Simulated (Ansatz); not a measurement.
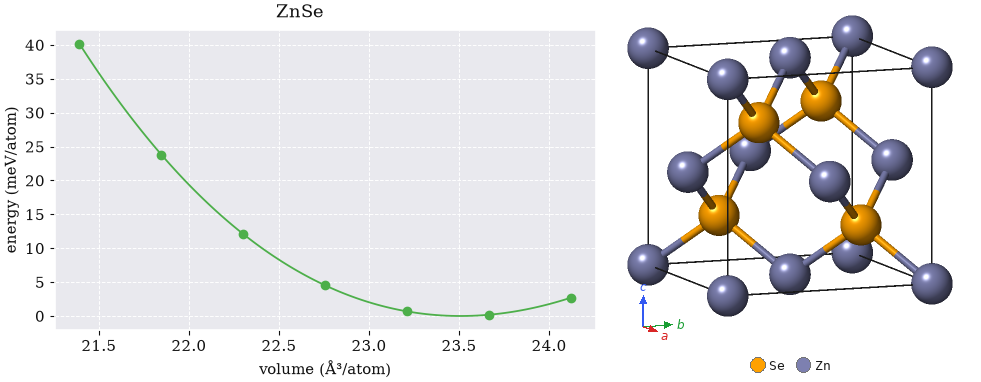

Plotted: energy against volume for ZnSe, space group F-43m (No. 216). The conventional cell is drawn beside the plot.

Starting cell:
```
Se Zn
1.0
     0.00000    2.83380    2.83380
     2.83380    0.00000    2.83380
     2.83380    2.83380    0.00000
Se Zn
1 1
Direct
  0.75000 0.75000 0.75000
  0.00000 0.00000 0.00000
```

Method: plane-wave DFT, no spin polarisation; energies at scaled volumes of the given cell, shape and fractions fixed, counted from the fit's minimum, third-order Birch-Murnaghan fit (Ansatz 0.2.0). Level: BPBE.

```tsv
setting	value
k mesh	8×8×8
occupations	Fermi–Dirac
smearing width	0.05 eV
potentials	Ansatz PAW
wave cutoff	420 eV
density cutoff	1680 eV
```

From this curve and the settings, what does the calculation give for the pressure at the same points?

The pressure falls from 6.63 GPa at volume 21.39 Å³/atom to −1.38 GPa at 24.12 Å³/atom, and changes sign near 23.51 Å³/atom.

```tsv
volume (Å³/atom)	pressure (GPa)
21.39	6.63
21.85	4.91
22.30	3.37
22.76	1.98
23.21	0.74
23.67	-0.38
24.12	-1.38
```

Note: the functional was run on potentials made for another functional.
